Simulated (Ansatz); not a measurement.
**TaN: single-point calculation (part 2 of 2)**

Continued. System: TaN (slab, 24 atoms in the cell). Method: DFT PBE, scalar-relativistic, plane waves, PAW, no spin polarisation (Ansatz 0.2.0); cutoff 420 eV, 3×3×1 k-mesh, Gaussian smearing of 0.1 eV. The structure derives from an entry of the Crystallography Open Database. It belongs to a series of runs on one base structure; here: the slab at its places in the relaxed adsorbed structure.

Geometry of the input (Å; fractional positions):
```
6.2470  0.0000  0.0000
0.0000  6.2470  0.0000
0.0000  0.0000  24.6230
Ta 0.5000  0.5000  0.3249
Ta 0.5000  0.0000  0.3249
Ta 0.0000  0.5000  0.3249
Ta 0.0000  0.0000  0.3249
N  0.2500  0.2500  0.3249
N  0.2500  0.7500  0.3249
N  0.7500  0.2500  0.3249
N  0.7500  0.7500  0.3249
Ta 0.7520  0.7204  0.4124
Ta 0.7504  0.2760  0.4122
Ta 0.2512  0.7767  0.4122
Ta 0.2546  0.2229  0.4121
N  0.4749  0.5011  0.4177
N  0.5327  -0.0040  0.4087
N  0.0319  0.4973  0.4086
N  -0.0234  0.0005  0.4131
Ta -0.0103  0.0001  0.5220
Ta -0.0158  0.5013  0.4936
Ta 0.4826  0.0014  0.4936
Ta 0.4890  0.5004  0.5201
N  0.7359  0.7486  0.5044
N  0.7425  0.2457  0.5020
N  0.2366  0.7526  0.5025
N  0.2416  0.2529  0.5047
```

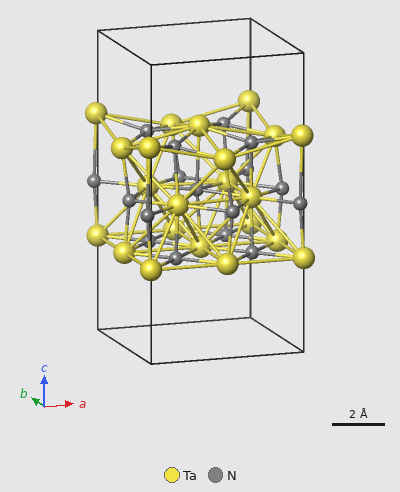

**Figure 1.** The structure (ball-and-stick view of the cell of the calculation, with the vacuum cut short, seen slightly off an axis). An atom can appear more than once, as a periodic image.

## The program's output, continued
```
SCF iter   1: F=—  HF=-123805.323108 eV  |F-HF|=—  |Δ(HF+E_count)|=         —  Δρ=1.02e-2  dr2=3.80e0  ethr=1.77e-3  p=-0.066 e·Å  D=-1.23e-2 V/Å  ΔV_dip=0.30 eV  dr2_dipole=3.55e-1  V_vac-E_F(+/−)=3.79/3.49 eV  ⟨swp⟩=9.4  Hψ=3555  notcnv=0
efield: sawtooth ramp at fractional position 0.9035 (placed from the atoms, in the widest stretch of the axis that holds none; the zero of the levels goes with the place), width 0.0400; the density the first Hamiltonian is built on has a dipole p = -0.066 e·Å; the dipole correction subtracts the counter field D = -1.23e-2 V/Å, which shifts the + side's vacuum level by +0.30 eV against the − side's; the planar-averaged density in the ramp window peaks in size at 4.1e-6 e/Å³
preconditioner: auto → LDOS  [metal: Δε(μ)=0.038 eV  Ē_g=8.426 eV  σ=0.100 eV  W_gap=0.21  n_scr=148 (ndim 8)  ℏωp=13.1 eV  f_vac=0.641  D(μ)=22.44/eV (n_scr^D=132)  β→1.0]
SCF iter   2: F=—  HF=-123804.971130 eV  |F-HF|=—  |Δ(HF+E_count)|=   3.52e-1  Δρ=4.68e-3  dr2=2.75e-1  ethr=1.76e-3  p=-0.160 e·Å  D=-3.01e-2 V/Å  ΔV_dip=0.74 eV  dr2_dipole=2.05e-8  V_vac-E_F(+/−)=4.06/3.32 eV  ⟨swp⟩=2.6  Hψ=854  notcnv=0  defer=63
SCF iter   3: F=—  HF=-123804.976098 eV  |F-HF|=—  |Δ(HF+E_count)|=   4.97e-3  Δρ=2.85e-3  dr2=1.31e-1  ethr=1.27e-4  p=-0.148 e·Å  D=-2.79e-2 V/Å  ΔV_dip=0.69 eV  dr2_dipole=1.68e-3  V_vac-E_F(+/−)=4.03/3.35 eV  ⟨swp⟩=2.6  Hψ=1183  notcnv=0  defer=64
SCF iter   4: F=—  HF=-123804.955941 eV  |F-HF|=—  |Δ(HF+E_count)|=   2.02e-2  Δρ=6.51e-4  dr2=7.49e-3  ethr=6.08e-5  p=-0.165 e·Å  D=-3.10e-2 V/Å  ΔV_dip=0.76 eV  dr2_dipole=4.39e-5  V_vac-E_F(+/−)=4.10/3.34 eV  ⟨swp⟩=2.4  Hψ=1139  notcnv=0  defer=64
SCF iter   5: F=—  HF=-123804.955683 eV  |F-HF|=—  |Δ(HF+E_count)|=   2.58e-4  Δρ=3.25e-4  dr2=2.80e-3  ethr=3.47e-6  p=-0.167 e·Å  D=-3.15e-2 V/Å  ΔV_dip=0.78 eV  dr2_dipole=1.76e-7  V_vac-E_F(+/−)=4.13/3.35 eV  ⟨swp⟩=3.0  Hψ=1072  notcnv=0  defer=64
SCF iter   6: F=—  HF=-123804.955429 eV  |F-HF|=—  |Δ(HF+E_count)|=   2.54e-4  Δρ=1.30e-4  dr2=4.79e-4  ethr=1.30e-6  p=-0.171 e·Å  D=-3.21e-2 V/Å  ΔV_dip=0.79 eV  dr2_dipole=1.74e-5  V_vac-E_F(+/−)=4.15/3.36 eV  ⟨swp⟩=2.0  Hψ=648  notcnv=0  defer=64
SCF iter   7: F=—  HF=-123804.955433 eV  |F-HF|=—  |Δ(HF+E_count)|=   4.40e-6  Δρ=4.63e-5  dr2=8.14e-5  ethr=2.22e-7  p=-0.172 e·Å  D=-3.24e-2 V/Å  ΔV_dip=0.80 eV  dr2_dipole=1.15e-5  V_vac-E_F(+/−)=4.16/3.37 eV  ⟨swp⟩=2.6  Hψ=833  notcnv=0  defer=64
SCF iter   8: F=—  HF=-123804.955069 eV  |F-HF|=—  |Δ(HF+E_count)|=   3.64e-4  Δρ=2.73e-5  dr2=3.06e-5  ethr=3.77e-8  p=-0.172 e·Å  D=-3.25e-2 V/Å  ΔV_dip=0.80 eV  dr2_dipole=2.69e-6  V_vac-E_F(+/−)=4.17/3.37 eV  ⟨swp⟩=2.0  Hψ=941  notcnv=0  defer=64
SCF iter   9: F=—  HF=-123804.955069 eV  |F-HF|=—  |Δ(HF+E_count)|=   9.96e-8  Δρ=1.06e-5  dr2=6.62e-6  ethr=1.42e-8  p=-0.173 e·Å  D=-3.25e-2 V/Å  ΔV_dip=0.80 eV  dr2_dipole=6.93e-7  V_vac-E_F(+/−)=4.17/3.37 eV  ⟨swp⟩=2.0  Hψ=742  notcnv=0  defer=64
SCF iter  10: F=—  HF=-123804.955069 eV  |F-HF|=—  |Δ(HF+E_count)|=   6.18e-8  Δρ=3.07e-6  dr2=3.15e-7  ethr=3.07e-9  p=-0.173 e·Å  D=-3.26e-2 V/Å  ΔV_dip=0.80 eV  dr2_dipole=4.56e-8  V_vac-E_F(+/−)=4.17/3.37 eV  ⟨swp⟩=2.0  Hψ=709  notcnv=0  defer=64
SCF iter  11: F=-123804.955069 eV  HF=-123804.955069 eV  |F-HF|=1.96e-8  |Δ(HF+E_count)|=   1.87e-7  Δρ=1.58e-6  dr2=7.18e-8  ethr=4.63e-11  p=-0.173 e·Å  D=-3.26e-2 V/Å  ΔV_dip=0.80 eV  dr2_dipole=1.41e-8  V_vac-E_F(+/−)=4.17/3.37 eV  ⟨swp⟩=19.8  Hψ=3720  notcnv=0
SCF 1 converged in 11 iterations: F = -123804.955069 eV  dr2 = 7.18e-8
  greatest PAW one-centre occupation: 0.999 electrons in one spin orbital (limit 2), on the Ta atom at site 8 (counted from 0), in its partial waves of l = 0
SCF converged after 11 iterations
Free energy (F): -123804.955069 eV
Harris-Foulkes:  -123804.955069 eV  (|F-HF|=1.96e-8)
Internal energy: -123804.803937 eV  (E = F + TS)
E sigma→0 (E₀):  -123804.879503 eV
Entropy (-TS):   -0.151132 eV (-6.297 meV/atom)
Fermi energy:    2.977775 eV
Dipole field:    D = -0.032492 V/Å  (p = -0.172542 e·Å, saw-weighted, corrected)
Work function:   Φ+ = 4.1673 eV   Φ− = 3.3673 eV
Levels:          The Fermi level and band energies are counted from a zero that moves with the ramp; work functions are not
--- Per-component energies (eV) ---
  E_band       = -4430.051627
  E_kinetic    = 5943.535325
  E_local      = -247988.271455  (includes V_loc(G=0)·N_el)
  E_nonlocal   = 714.429063
  E_hartree    = 120919.001664
  E_xc         = -3334.194197
  E_vxc        = -3354.421345  (∫ρ·V_xc dr)
  E_paw        = -102283.439356  (= ΣΔE_a)
  E_vpaw       = -1581.769289  (= ΣTr[D̂ρ^β])
  E_aug_tail   = 0.002663  (compensation charges beyond the density's cutoff)
  E_efield     = 0.002803  (sawtooth field / dipole correction)
  E_vefield    = -1.553036  (∫n·V_field dr)
  E_ewald      = 102224.129553
  E_smearing   = -0.151132  (= −TS)
  E_closure    = 0.000000  (closes the sum)
  Σ components = -123804.955069   (vs F -123804.955069, Δ=0.00e0)
--- Forces (eV/Å), atoms counted from 1 ---
  atom   1  Ta     0.13114489    -0.03617749     1.80654670
  atom   2  Ta    -0.31191233     0.04659599     1.58062476
  atom   3  Ta    -0.30264383     0.06233528     1.60934483
  atom   4  Ta     0.11927082     0.02597582     1.52580924
  atom   5  N      0.00962048     0.12152497    -1.92056664
  atom   6  N      0.10443823    -0.17273544    -2.02678452
  atom   7  N      0.15857202    -0.24339030    -2.01586280
  atom   8  N      0.10589615     0.17551583    -1.85472722
  atom   9  Ta    -0.14738872     0.04138722     0.06684231
  atom  10  Ta    -0.23142841     0.05957030    -0.04900791
  atom  11  Ta    -0.08271072    -0.11685809    -0.01535133
  atom  12  Ta    -0.18402687     0.08494553     0.12749927
  atom  13  N      0.00138695     0.02157104     0.14456807
  atom  14  N      0.17646654     0.00864774    -0.06562792
  atom  15  N      0.08854432     0.00816487    -0.11946388
  atom  16  N     -0.10470489     0.00906274    -0.04503060
  atom  17  Ta     0.06723405    -0.02787994    -2.17314770
  atom  18  Ta    -0.02771664    -0.05674915     1.19737435
  atom  19  Ta     0.01365012     0.05425053     1.19379733
  atom  20  Ta    -0.00959354    -0.04770952    -2.59829650
  atom  21  N      0.25271515     0.18127845     0.84077073
  atom  22  N      0.22293611    -0.06886131     0.98510695
  atom  23  N      0.06853095    -0.00355336     0.97302973
  atom  24  N     -0.11824406    -0.12693650     0.83228722
  max |Σ_I F_I| component: 2.66e-4 eV/Å
--- Band table (eV; the first three rows and the last of 5) ---
  k-point 0: bands = ["-66.7794", "-66.7299", "-66.6421", "-66.6392", "-66.1478", "-66.1142", "-66.1118", "-66.0627", "-65.7362", "-65.7214", "-65.6906", "-65.6740", "-33.3941", "-33.3466", "-33.3103", "-33.2963", "-33.2764", "-33.2671", "-33.2435", "-33.2266", "-33.2148", "-33.2119", "-33.1983", "-33.1678", "-32.9558", "-32.8666", "-32.8353", "-32.7393", "-32.7281", "-32.7120", "-32.6992", "-32.6716", "-32.6672", "-32.6447", "-32.5947", "-32.5771", "-32.4743", "-32.4439", "-32.4341", "-32.4290", "-32.3069", "-32.2788", "-32.2444", "-32.1961", "-32.1424", "-32.1233", "-32.0205", "-31.9849", "-14.8068", "-13.8350", "-13.4973", "-13.3314", "-13.3127", "-13.1689", "-12.7339", "-12.3862", "-12.3338", "-12.2040", "-11.8936", "-11.8652", "-5.9972", "-5.9893", "-5.9095", "-5.8379", "-5.0643", "-4.9942", "-3.9973", "-3.8677", "-3.6737", "-3.5802", "-3.5484", "-3.5002", "-3.4707", "-3.4471", "-3.2307", "-3.1840", "-2.9443", "-2.8390", "-2.8121", "-2.7931", "-2.7662", "-2.7010", "-2.4908", "-2.2247", "-2.1440", "-2.1080", "-1.8725", "-1.8599", "-1.3491", "-1.1741", "-1.1388", "-0.8628", "-0.7952", "-0.7169", "-0.5653", "-0.3830", "-0.3154", "-0.0469", "0.1112", "0.1749", "1.0249", "2.0713", "2.4664", "2.4982", "2.5504", "3.0783", "3.1528", "3.2267", "3.3115", "3.3395", "3.3779", "3.4588", "3.6150", "3.9322", "3.9944", "4.0354", "4.0493", "4.1946", "4.3972", "4.4097", "4.4831", "4.6203", "4.8368", "4.8577", "4.8871", "4.9766", "5.0558", "5.1099", "5.1325", "5.3038", "5.3502", "5.5298"]
  k-point 1: bands = ["-66.7794", "-66.7298", "-66.6420", "-66.6392", "-66.1479", "-66.1141", "-66.1120", "-66.0628", "-65.7337", "-65.7229", "-65.6887", "-65.6770", "-33.3766", "-33.3529", "-33.2803", "-33.2614", "-33.2540", "-33.2365", "-33.2260", "-33.2188", "-33.2166", "-33.1987", "-33.1807", "-33.1689", "-32.9288", "-32.8851", "-32.8070", "-32.7844", "-32.7549", "-32.7235", "-32.7089", "-32.7021", "-32.6785", "-32.6513", "-32.6443", "-32.5850", "-32.4539", "-32.4409", "-32.4308", "-32.4167", "-32.2834", "-32.2594", "-32.2524", "-32.2154", "-32.1365", "-32.1251", "-32.0709", "-32.0449", "-14.4557", "-13.7149", "-13.5372", "-13.1790", "-13.0864", "-12.9071", "-12.8549", "-12.6102", "-12.5408", "-12.4683", "-12.3048", "-12.1128", "-5.7475", "-5.3912", "-5.1098", "-4.8990", "-4.5354", "-4.5108", "-4.2722", "-4.1964", "-3.8458", "-3.6863", "-3.6277", "-3.5636", "-3.4329", "-3.2879", "-3.0542", "-3.0117", "-2.9388", "-2.8732", "-2.8418", "-2.7873", "-2.6699", "-2.5746", "-2.5060", "-2.4747", "-2.3939", "-2.2814", "-2.1419", "-2.0555", "-1.9372", "-1.7801", "-1.7051", "-1.6550", "-1.5373", "-1.3514", "-1.0871", "-0.7375", "0.1384", "0.3868", "0.7927", "1.3075", "1.5280", "1.9654", "2.1034", "2.2636", "2.2749", "2.6018", "2.7443", "2.8350", "2.9349", "2.9996", "3.0164", "3.1090", "3.3421", "3.4717", "3.5674", "3.6740", "3.8027", "4.0216", "4.0895", "4.1433", "4.5194", "4.5665", "4.6573", "4.6896", "4.8944", "5.3021", "5.4552", "5.5110", "5.6030", "5.7224", "5.8244", "5.8844"]
  k-point 2: bands = ["-66.7794", "-66.7298", "-66.6420", "-66.6392", "-66.1479", "-66.1141", "-66.1120", "-66.0628", "-65.7340", "-65.7228", "-65.6887", "-65.6766", "-33.3761", "-33.3522", "-33.2887", "-33.2699", "-33.2671", "-33.2352", "-33.2306", "-33.2229", "-33.2071", "-33.1923", "-33.1678", "-33.1631", "-32.9330", "-32.8915", "-32.8112", "-32.7690", "-32.7502", "-32.7188", "-32.7092", "-32.7047", "-32.6722", "-32.6654", "-32.6338", "-32.6014", "-32.4660", "-32.4385", "-32.3959", "-32.3915", "-32.3188", "-32.2774", "-32.2650", "-32.2104", "-32.1830", "-32.1687", "-32.0136", "-31.9896", "-14.4544", "-13.7119", "-13.5453", "-13.1839", "-13.0865", "-12.9139", "-12.8734", "-12.6072", "-12.5406", "-12.4762", "-12.3058", "-12.1135", "-5.5090", "-5.4719", "-5.1977", "-5.0694", "-4.5101", "-4.4482", "-4.2569", "-4.1707", "-3.9979", "-3.7222", "-3.6134", "-3.5217", "-3.3003", "-3.2166", "-3.0739", "-3.0532", "-2.9757", "-2.8696", "-2.7930", "-2.7255", "-2.6396", "-2.6085", "-2.4689", "-2.4531", "-2.4208", "-2.3609", "-2.1962", "-2.1541", "-1.8657", "-1.7236", "-1.7081", "-1.6449", "-1.6002", "-1.4845", "-1.1244", "-0.7419", "0.2503", "0.4986", "0.9169", "1.3633", "1.4310", "2.0630", "2.2954", "2.4688", "2.4917", "2.5960", "2.7316", "2.8739", "2.9260", "2.9877", "3.0229", "3.1499", "3.2715", "3.4581", "3.5248", "3.7440", "3.8461", "4.0884", "4.1177", "4.1378", "4.4748", "4.5641", "4.5815", "4.7399", "4.8590", "5.3016", "5.3862", "5.4615", "5.5207", "5.5910", "5.6845", "5.7582"]
  k-point 4: bands = ["-66.7793", "-66.7298", "-66.6419", "-66.6391", "-66.1481", "-66.1141", "-66.1121", "-66.0629", "-65.7324", "-65.7224", "-65.6890", "-65.6784", "-33.3653", "-33.3530", "-33.2707", "-33.2518", "-33.2222", "-33.2132", "-33.2040", "-33.1945", "-33.1906", "-33.1872", "-33.1665", "-33.1635", "-32.9115", "-32.8933", "-32.7975", "-32.7712", "-32.7524", "-32.7484", "-32.7401", "-32.7236", "-32.7032", "-32.6843", "-32.6591", "-32.6403", "-32.4495", "-32.4266", "-32.3957", "-32.3917", "-32.2992", "-32.2778", "-32.2572", "-32.2207", "-32.1803", "-32.1638", "-32.0668", "-32.0463", "-14.2190", "-13.8368", "-13.3608", "-13.0393", "-13.0268", "-12.9525", "-12.8077", "-12.7447", "-12.5650", "-12.4644", "-12.3995", "-12.2939", "-5.3715", "-5.1359", "-4.9125", "-4.8286", "-4.7550", "-4.5446", "-4.1864", "-4.0863", "-4.0711", "-3.9340", "-3.6773", "-3.5846", "-3.3379", "-3.2819", "-3.1116", "-3.0583", "-3.0041", "-2.9345", "-2.8782", "-2.8068", "-2.7055", "-2.6297", "-2.5853", "-2.5524", "-2.5148", "-2.3609", "-2.2184", "-2.1852", "-2.0142", "-1.9346", "-1.7728", "-1.7090", "-1.3903", "-1.3682", "-1.2639", "-1.0469", "0.2172", "0.7498", "1.2671", "1.7372", "1.9197", "1.9869", "2.4692", "2.5200", "2.6054", "2.9168", "2.9464", "2.9736", "3.0952", "3.1516", "3.2430", "3.3834", "3.4949", "3.5421", "3.7914", "3.8476", "3.9019", "4.0055", "4.1517", "4.2520", "4.2923", "4.4259", "4.5826", "4.6867", "4.7258", "4.8105", "4.8615", "5.0155", "5.1142", "5.2416", "5.2961", "5.4961"]
```

## Key numbers

| quantity | value |
| --- | --- |
| outcome | converged |
| electrons treated | 216 |
| free energy | −123804.9551 eV |
| work function, top face | 4.17 eV |
| work function, bottom face | 3.37 eV |
| Fermi energy | 2.978 eV |
| gap on the k-point mesh | none (metallic) |
| work function (upper face) | 4.17 eV |
| largest force (length of the vector) | 2.599 eV/Å |
| hardware | 4 threads of Arm Neoverse V2, 24 GiB of memory available, shared host |
| wall time | 26 s (CPU time 1.7 min) |
| peak memory | 2.4 GiB |

## Remarks

Spin–orbit coupling is left out, which matters for Ta.
